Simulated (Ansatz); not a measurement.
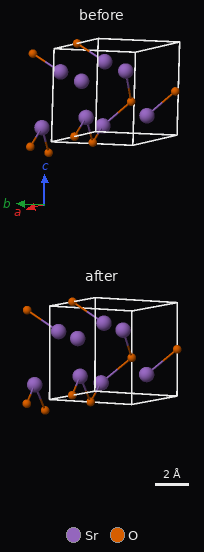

The structure of a crystal of Sr4O3 (a generated structure, set up in P1) (coarse preliminary run) before (top) and after (bottom) a relaxation, at one scale.

Style: ball-and-stick. Shown: the cell of the calculation, reduced to other axes, repeated 2 × 1 × 1 with one cell outlined, from a free direction. Lengths and directions refer to the drawn axes.

These are results of Ansatz 0.2.0, DFT PBE, scalar-relativistic, plane waves, PAW, not measurements.

The input:
```yaml
crystal:
  lattice:
    - [5.6932898212, -0.0912912245, -0.123674287]
    - [-0.0912912245, 5.6810965262, -0.0247803794]
    - [-0.123674287, -0.0247803794, 5.5858693899]
  atoms:
    - { symbol: Sr, position: [0.7727991546, 0.7611152365, 0.7465371004] }
    - { symbol: Sr, position: [0.2156039485, 0.2109048264, 0.7708630424] }
    - { symbol: Sr, position: [0.2378955476, 0.7572181851, 0.2412845898] }
    - { symbol: Sr, position: [0.754106245, 0.2872478799, 0.2413276497] }
    - { symbol: O, position: [-0.0038969991, 0.0204624008, 0.4837741856] }
    - { symbol: O, position: [0.5308232754, -0.0302647243, 0.9901719263] }
    - { symbol: O, position: [0.9926688279, 0.4933161956, 1.0260415058] }
basis:
  ecutwfc: 420
kpoints:
  mp_grid: { grid: [2, 2, 2] }
hamiltonian:
  xc: pbe
scf:
  occupations: { method: gaussian, width: 0.1 }
  lower_state_search: "off"
output:
  forces: true
  stress: true
  eigenvalues: true
relax:
  adjacent_minimum: "off"
  f_tol: 0.025
  max_steps: 60
  cell: { stress_tol: 0.25 }
```

Command:
```bash
ansatz run input.yaml --threads 1 --pin off --max-ram 2048MiB --backend cpu --events-out ev --progress --plain --runs-dir out
```

**What changed between the two?**

Over 3 accepted moves (5 points after the start) the energy falls by 0.658 eV per cell of the calculation. Largest force component: 1.8 eV/Å at the start, 0.00096 eV/Å at the end. The pressure goes from 2.25 to 0.01 GPa. At 2 points the geometry stayed and the basis and grid were re-selected for the new cell (energy shift of 10.4 meV per cell of the calculation at most each time). The atom that moves furthest relative to the cell is Sr4 (0.28 Å roughly along +b). By element the largest moves are Sr 0.28 Å, O 0.25 Å. The drawn cell changes as follows: a 5.587 → 5.700 Å (+2.0 %), b 5.682 → 5.717 Å (+0.6 %), c 5.695 → 5.724 Å (+0.5 %), α 91.8° → 90.0°, β 92.5° → 90.0°, γ 90.5° → 90.0°; the volume changes by +3.3 %. Near-neighbour distances that change, for instance: Sr1–Sr2 3.530 → 3.871 Å, Sr4–O7 2.175 → 2.441 Å, Sr2–O5 2.239 → 2.440 Å, Sr3–O7 2.310 → 2.440 Å. Bond angles that change, for instance: O5–Sr4–O6 96.8° → 111.6°, Sr2–O6–Sr3 93.4° → 104.6°, Sr2–O6–Sr4 101.5° → 111.8°. The space group (tolerance 0.01 Å) goes from P1 (No. 1) to P-42m (No. 111).
